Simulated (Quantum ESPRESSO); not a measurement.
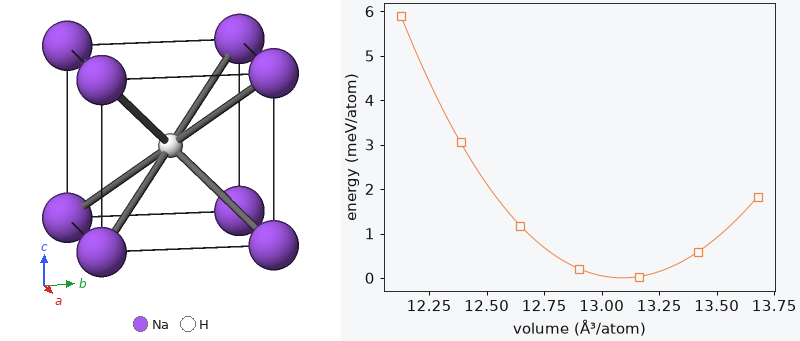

Plotted: energy against volume for NaH, space group Pm-3m (No. 221). The conventional cell is drawn beside the plot.

Cell as given: a = 2.955 Å, b = 2.955 Å, c = 2.955 Å, α = 90.00°, β = 90.00°, γ = 90.00°; 2 atoms.

Computed with Quantum ESPRESSO 7.5: plane-wave DFT, no spin polarisation; energies at scaled volumes of the given cell, shape and fractions fixed, counted from the fit's minimum, third-order Birch-Murnaghan fit. Level: PBE.

k mesh 9×9×9; occupations Fermi–Dirac; smearing width 0.05 eV; potentials SSSP 1.3 efficiency PBE; wave cutoff 816.3 eV; density cutoff 6531 eV.

> How stiff is the solid, and where is its volume at rest?

A third-order Birch–Murnaghan fit gives V0 = 13.09 Å³/atom, B0 = 23.7 GPa and B′ = 3.7.

The computed values:

```
volume (Å³/atom)  energy (meV/atom)
           12.13               5.89
           12.39               3.05
           12.65               1.18
           12.90               0.20
           13.16               0.03
           13.42               0.59
           13.68               1.82
```
